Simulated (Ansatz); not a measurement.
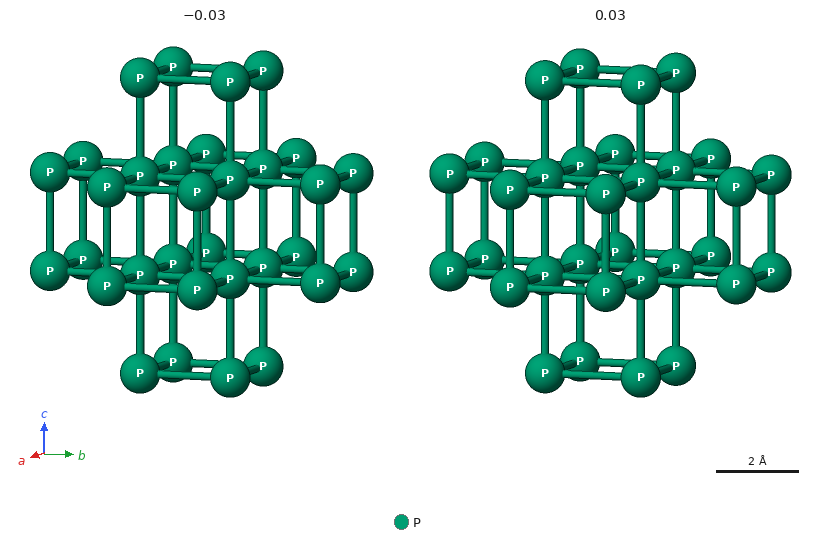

Solid P (set up in Pm-3m), under biaxial strain in the a–b plane (c relaxed, atoms fixed by symmetry), with energies (extrapolated to zero smearing) counted from the relaxed crystal, which is the row at zero. The picture shows the first and the last member. Style: ball-and-stick. Shown: the cell of the calculation, slightly off an axis.

Computed with Ansatz 0.2.0: DFT r2SCAN, scalar-relativistic, plane waves, PAW. (plane-wave cutoff 500 eV; k-point mesh 22 × 22 × 22; occupations gaussian; smearing width 0.1 eV; no spin polarisation; force threshold 0.008 eV/Å)

| strain | energy (meV/atom) | a (Å) | c (Å) |
| --- | --- | --- | --- |
| −0.03 | 28.65 | 2.364 | 2.449 |
| −0.02 | 12.21 | 2.389 | 2.445 |
| −0.01 | 2.86 | 2.413 | 2.441 |
| 0.0 | 0.00 | 2.437 | 2.437 |
| 0.01 | 3.34 | 2.462 | 2.431 |
| 0.02 | ? | ? | ? |
| 0.03 | 26.52 | 2.510 | 2.424 |

### Estimate the missing row from the others, and compare with the calculation.

A parabola through three neighbouring rows (0.0, 0.01, 0.03) gives, with Lagrange weights, (−0.3333)(0.00) + (1.0000)(3.34) + (0.3333)(26.52) = 12.18 meV/atom. The calculation gives 12.41 meV/atom (a = 2.486 Å, c = 2.429 Å). The estimate is 0.23 meV/atom too low. From the first member to the last: P–P 2.364 → 2.510 Å, P–P 2.449 → 2.424 Å.

The whole series:

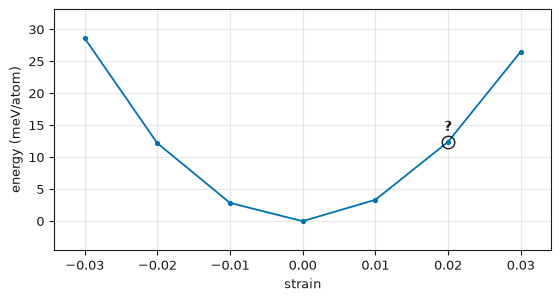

Each member starts from this one structure; whether another phase lies lower wasn't checked.
